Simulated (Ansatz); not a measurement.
# CdF2: single-point calculation

The run: single-point calculation of CdF2 (Fm-3m, 3 atoms in the cell). Method and program: DFT, PBE, plane waves, PAW, no spin polarisation (Ansatz 0.2.0).

The structure derives from an entry of the Crystallography Open Database.

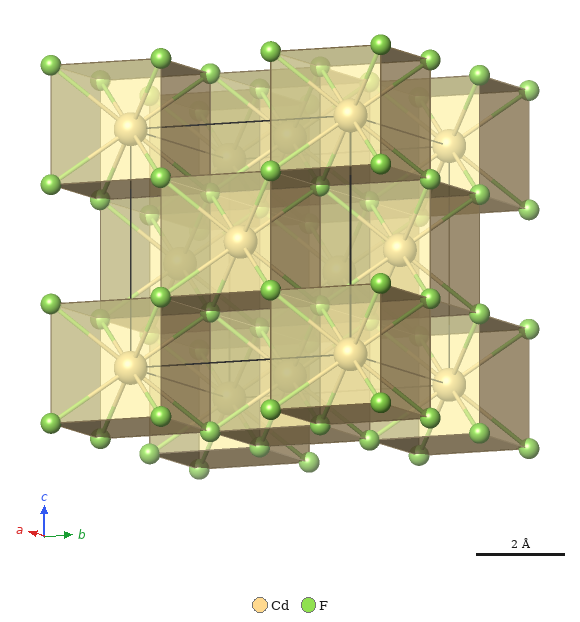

Figure 1. The structure as given in the input (polyhedral view of the cell 4 times as large as that of the calculation, set on its symmetry axes, seen at an oblique angle; polyhedra are completed across the faces of the cell). An atom can appear more than once, as a periodic image.

Summary

```csv
quantity,value
outcome,converged
space group (tolerance 0.01 Å),Fm-3m (225)
electrons treated,34
free energy,−9872.1692 eV
Fermi energy,7.142 eV
gap on the k-point mesh,2.92 eV
pressure,0.01 GPa
largest force (length of the vector),under 0.001 eV/Å
hardware,"4 threads of AMD EPYC (Zen 5), 32 GiB of memory available, shared host"
peak memory,0.43 GiB
```

Remarks

Settings chosen away from the usual ones: accuracy = "medium".

The input
```yaml
crystal:
  lattice:
    - [0.0, 2.7407038107, 2.7407038107]
    - [2.7407038107, 0.0, 2.7407038107]
    - [2.7407038107, 2.7407038107, 0.0]
  atoms:
    - { symbol: Cd, position: [0.0, 0.0, 0.0] }
    - { symbol: F, position: [0.25, 0.25, 0.25] }
    - { symbol: F, position: [0.75, 0.75, 0.75] }
basis:
  ecutwfc: 420
  ecutrho_ratio: 4
kpoints:
  mp_grid: { grid: [12, 12, 12] }
hamiltonian:
  xc: pbe
scf:
  occupations: { method: gaussian, width: 0.05 }
output:
  forces: true
  stress: true
  write_density: true
  write_potential: true
  elf: true
  volumetric_format: npy
accuracy: medium
```

Command:
```bash
ansatz run input.yaml --threads 4 --pin off --max-ram 7168MiB --backend cpu --events-out ev --progress --plain --runs-dir out
```

Output
```
Engine: ansatz 0.2.0, x86_64-unknown-linux-gnu
Pseudopotentials: kind: paw
Pseudopotential: Cd, paw, valence charge 20, recommended cutoff 420 eV (normal), Cd.paw.azcp
Pseudopotential: F, paw, valence charge 7, recommended cutoff 420 eV (normal), F.paw.azcp
Functional definition: PBE
  parameter kappa = 0.804
  parameter beta = 0.06672455060314922
  exchange = pbe_x(kappa = kappa, mu = beta*pi^2/3)
  correlation = pbe_c(beta = beta)
Crystal: 3 atoms, lattice volume = 41.173 Å³
Basis set: ecut = 420 eV, 821 PW (Γ), exchange–correlation on 54×54×54 points (8 copies of the dense FFT grid, shifted against one another)
Bands: 21, of which v1, the nominal top of the filled ones, is band 17 counted from 1 (16 counted from 0)
Symmetry: 48 space group operations
Space group: Fm-3m (ITA 225), of the structure as read, at distance tolerance 3.5e-5 Å
k-points: 72 of 1728
Non-local potential: Cd, projectors of the file, l = 0: 3, l = 1: 2, l = 2: 2, l = 3: 1
Non-local potential: F, projectors of the file, l = 0: 2, l = 1: 2, l = 2: 1
PAW form: soft (Blöchl's): semilocal exchange-correlation on the pseudo side does not see the compensation charge
PAW one-centre angular grid: Cd, 590 points (default); XC on 64 Gauss nodes
PAW one-centre angular grid: F, 110 points (default); XC on 64 Gauss nodes
Initial density: superposition of atomic densities (neutral atoms: chi_scale 0, normalization atom), corrected by the library's trained network
Initial wavefunctions: pseudopotential atomic-orbital guess
Functional: x = pbe(κ = 0.804, μ = 0.2195149727645171), c = pbe(β = 0.06672455060314922)
SCF iter   1: F=—  HF=-9872.168027 eV  |F-HF|=—  |Δ(HF+E_count)|=         —  Δρ=4.70e-4  dr2=1.64e-5  ethr=1.77e-3  ⟨swp⟩=5.8  Hψ=6145  notcnv=0
preconditioner: auto → none  [insulator: Δε(μ)=2.912 eV  Ē_g=16.163 eV  σ=0.050 eV  W_gap=1.00  n_scr=14 (ndim 8)  ℏωp=29.5 eV  f_vac=0.147  D(μ)=0.00/eV (n_scr^D=0)  ε∞_Penn≈4.3]
SCF iter   2: F=—  HF=-9872.169078 eV  |F-HF|=—  |Δ(HF+E_count)|=   1.05e-3  Δρ=2.61e-4  dr2=8.06e-6  ethr=4.82e-8  ⟨swp⟩=3.0  Hψ=4005  notcnv=0
SCF iter   3: F=—  HF=-9872.169155 eV  |F-HF|=—  |Δ(HF+E_count)|=   7.62e-5  Δρ=1.57e-4  dr2=3.47e-6  ethr=2.37e-8  ⟨swp⟩=2.0  Hψ=2448  notcnv=0
SCF iter   4: F=—  HF=-9872.169171 eV  |F-HF|=—  |Δ(HF+E_count)|=   1.64e-5  Δρ=4.24e-5  dr2=1.88e-7  ethr=1.02e-8  ⟨swp⟩=2.5  Hψ=2379  notcnv=0
iter 5 did not close the SCF: its close was put off for the readings that it lacked (scf_convergence_deferred on its scf_iter line)
SCF iter   5: F=-9872.169173 eV  HF=-9872.169173 eV  |F-HF|=3.97e-9  |Δ(HF+E_count)|=   2.37e-6  Δρ=7.16e-6  dr2=1.58e-8  ethr=5.54e-10  ⟨swp⟩=2.0  Hψ=2448  notcnv=0
SCF iter   6: F=-9872.169173 eV  HF=-9872.169173 eV  |F-HF|=1.04e-9  |Δ(HF+E_count)|=   3.58e-9  Δρ=2.07e-6  dr2=5.89e-10  ethr=4.66e-11  ⟨swp⟩=4.9  Hψ=8276  notcnv=0
SCF 1 converged in 6 iterations: F = -9872.169173 eV  dr2 = 5.89e-10
  greatest PAW one-centre occupation: 1.000 electrons in one spin orbital (limit 2), on the Cd atom at site 0 (counted from 0), in its partial waves of l = 1
```

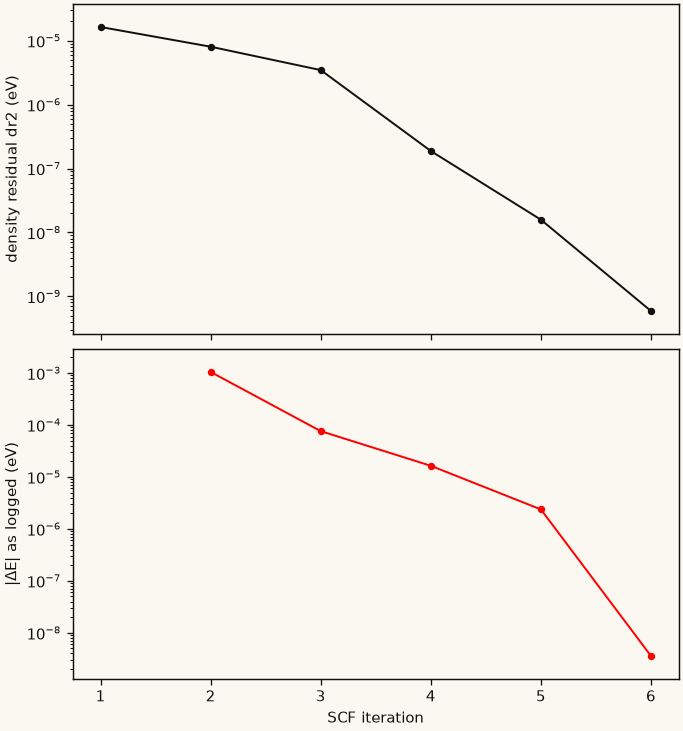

Figure 2. Convergence of the self-consistent field: density residual dr2 and size of the energy change against the SCF iteration. The residual falls at every step.

```
SCF converged after 6 iterations
Free energy (F): -9872.169173 eV
Harris-Foulkes:  -9872.169173 eV  (|F-HF|=1.04e-9)
Internal energy: -9872.169173 eV  (E = F + TS)
E sigma→0 (E₀):  -9872.169173 eV
Fermi energy:    7.142056 eV
--- Per-component energies (eV) ---
  E_band       = -505.373748
  E_kinetic    = 917.062807
  E_local      = -4338.435342  (includes V_loc(G=0)·N_el)
  E_nonlocal   = 183.928491
  E_hartree    = 1916.918656
  E_xc         = -334.808088
  E_vxc        = -424.102241  (∫ρ·V_xc dr)
  E_paw        = -4487.633531  (= ΣΔE_a)
  E_vpaw       = -677.669257  (= ΣTr[D̂ρ^β])
  E_aug_tail   = 0.004080  (compensation charges beyond the density's cutoff)
  E_ewald      = -3729.206246
  E_smearing   = -0.000000  (= −TS)
  E_closure    = -0.000000  (closes the sum)
  Σ components = -9872.169173   (vs F -9872.169173, Δ=0.00e0)
--- Forces (eV/Å), atoms counted from 1 ---
  atom   1  Cd    -0.00000000     0.00000000     0.00000000
  atom   2  F     -0.00000000     0.00000000    -0.00000000
  atom   3  F      0.00000000     0.00000000     0.00000000
  max |Σ_I F_I| component: 6.94e-18 eV/Å
--- Stress (GPa, compression-positive) ---
        0.005093      -0.000000      -0.000000
       -0.000000       0.005093       0.000000
       -0.000000      -0.000000       0.005093
  P = ⅓ Tr σ = 0.0051 GPa (0.051 kbar)
--- Band table (eV; the first three rows and the last of 72) ---
  k-point 0: bands = ["-92.8166", "-53.9190", "-53.9190", "-53.9190", "-14.8434", "-13.8800", "0.2081", "0.2081", "0.2081", "1.2013", "1.2013", "4.8305", "4.8305", "4.8305", "5.1252", "5.1252", "5.1252", "8.5990", "18.1326", "18.1326", "18.1326"]
  k-point 1: bands = ["-92.8166", "-53.9191", "-53.9190", "-53.9190", "-14.8239", "-13.8970", "0.2316", "0.2316", "0.2730", "1.1947", "1.1947", "4.5812", "4.7751", "4.7751", "5.1195", "5.1413", "5.1413", "8.8606", "17.7785", "18.2273", "18.2273"]
  k-point 2: bands = ["-92.8166", "-53.9194", "-53.9191", "-53.9191", "-14.7676", "-13.9460", "0.2944", "0.2944", "0.4578", "1.1815", "1.1815", "4.1252", "4.6342", "4.6342", "4.9384", "5.1732", "5.1732", "9.5287", "17.0404", "18.4935", "18.4935"]
  k-point 71: bands = ["-92.8165", "-53.9202", "-53.9202", "-53.9197", "-14.3201", "-14.3201", "0.7382", "1.0105", "1.0495", "1.1446", "1.1446", "2.3701", "3.2162", "4.2637", "4.2637", "5.1807", "5.6836", "13.3440", "17.0153", "17.0153", "17.0322"]
```

File rho_z.tsv
```
# z_ang	rho[e/angstrom^3]
# format = ansatz-planar-average/11
# lattice	0.000000000	2.740703811	2.740703811
# lattice	2.740703811	0.000000000	2.740703811
# lattice	2.740703811	2.740703811	0.000000000
# sites	3
# site	48	0.000000000	0.000000000	0.000000000
# site	9	1.370351905	1.370351905	1.370351905
# site	9	4.111055716	4.111055716	4.111055716
0.000000	1.704132e0
0.143553	1.633494e0
0.287107	1.453813e0
0.430660	1.242701e0
0.574213	1.072952e0
0.717767	9.676904e-1
0.861320	8.985473e-1
1.004873	8.181828e-1
1.148427	6.966115e-1
1.291980	5.395489e-1
1.435534	3.811918e-1
1.579087	2.578694e-1
1.722640	1.832233e-1
1.866194	1.500940e-1
2.009747	1.500940e-1
2.153300	1.832233e-1
2.296854	2.578694e-1
2.440407	3.811918e-1
2.583960	5.395489e-1
2.727514	6.966115e-1
2.871067	8.181828e-1
3.014620	8.985473e-1
3.158174	9.676904e-1
3.301727	1.072952e0
3.445280	1.242701e0
3.588834	1.453813e0
3.732387	1.633494e0
```

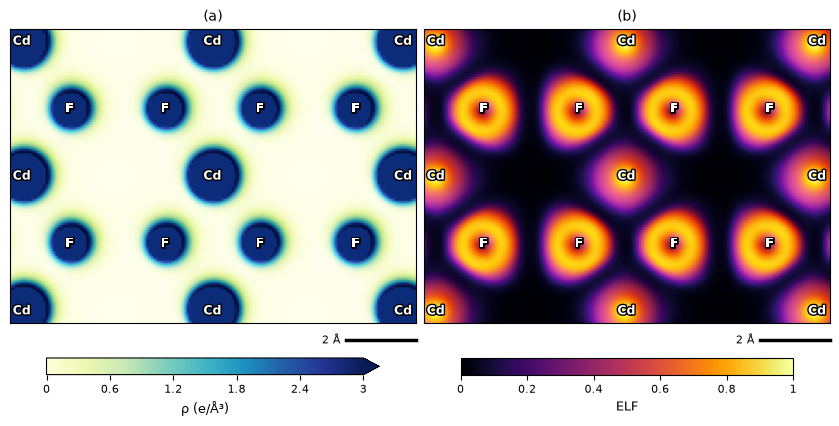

Figure 3. (a) valence charge density (pseudo); (b) ELF on the (110) plane of the conventional cell. Atoms in the plane: Cd and F. Away from the nuclei the density in this plane falls to 0.006 e/Å³ at its lowest. The strong features right at Cd lie inside the PAW spheres (semicore, d or f shells) and say nothing about bonding. Core electrons are frozen (PAW), so the fields are smoothed inside the atomic spheres.

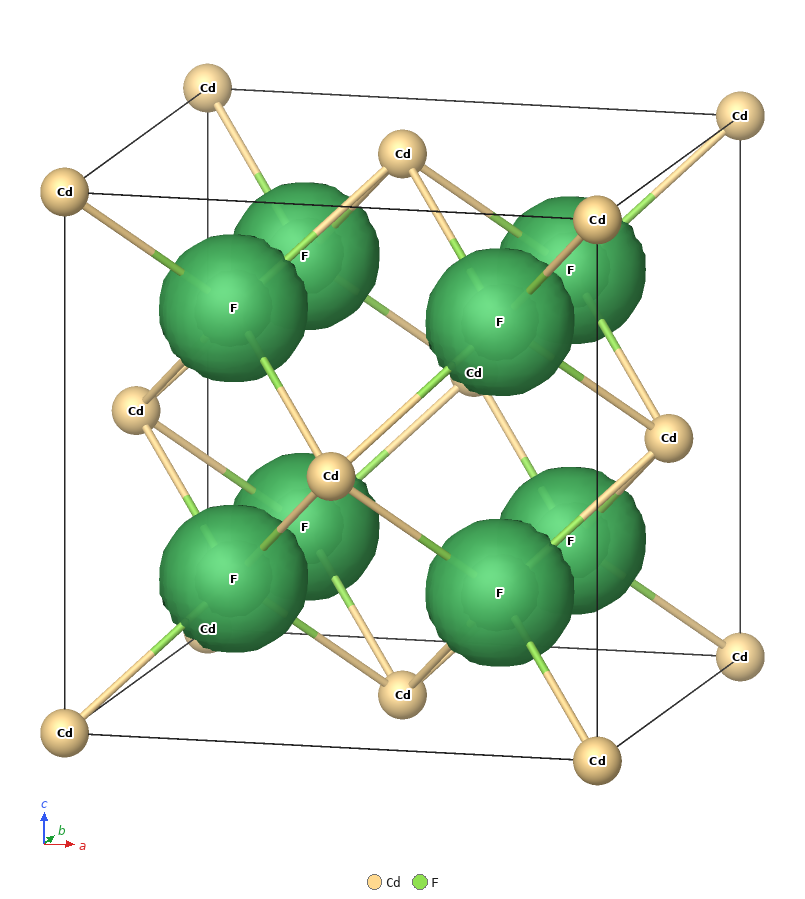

Figure 4. Isosurface of the ELF at 0.75 (green), seen slightly off an axis. Core shells and regions of very low density are left out. Sticks mark near contacts. The outline is the cell set on symmetry axes. Along the contacts the grid gives the following. Cd–F (2.37 Å): the ELF peaks at about 0.80 in the valence shell of F, 0.6 Å from its nucleus, and drops to about 0.05 between the two atoms (a largely ionic contact).
